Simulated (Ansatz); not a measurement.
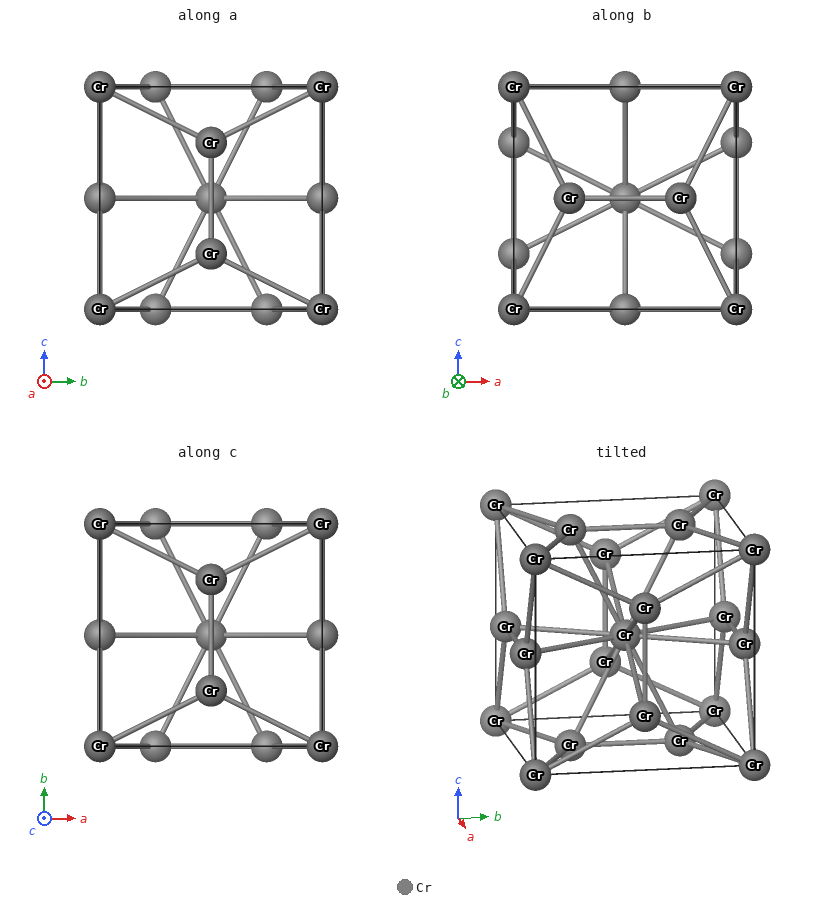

An orthographic ball-and-stick view of the structure, along the a axis, along the b axis, along the c axis and slightly off an axis. The wireframe shows the conventional unit cell.

Lattice parameters: a = 4.564 Å, b = 4.564 Å, c = 4.564 Å, α = 90.00°, β = 90.00°, γ = 90.00°.

Q: Write down what is shown as a table of Wyckoff sites.

A: Space group Pm-3n (No. 223).
```csv
atom,site,x,y,z
Cr,2a,0.0000,0.0000,0.0000
Cr,6c,0.2500,0.0000,0.5000
```

Source of the structure: a structure type filled with this element by a generator (whether the element takes this form wasn't checked). Earlier steps of the study may have refined or changed the cell and positions. It went into a calculation with Ansatz.
